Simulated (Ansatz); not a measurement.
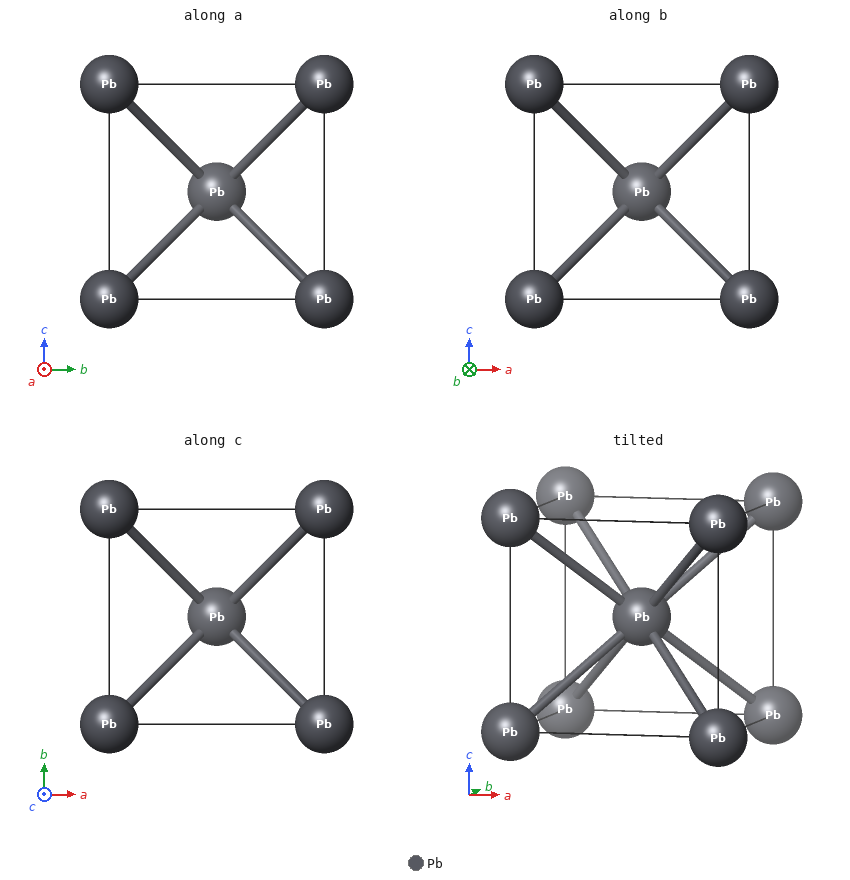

Shown here is a ball-and-stick view of the crystal, taken along the a axis, along the b axis, along the c axis and slightly off an axis. Lines trace the edges of the conventional unit cell.

Lattice parameters: a = 3.748 Å, b = 3.748 Å, c = 3.748 Å, α = 90.00°, β = 90.00°, γ = 90.00°. Put a along x and b in the xy plane.

### Transcribe the picture into a POSCAR file.

```
Pb
1.0
     3.748    0.000    0.000
     0.000    3.748    0.000
     0.000    0.000    3.748
Pb
2
Direct
  0.0000 0.0000 0.0000
  0.5000 0.5000 0.5000
```

It goes back to a structure type filled with this element by a generator (whether the element takes this form wasn't checked). Earlier steps of the study may have refined or changed the cell and positions. An electronic-structure calculation with Ansatz was run on it.

At this level of theory the cell isn't at rest (compressed, at 8 GPa), so its distances can differ from those at equilibrium, the more so the softer the solid.
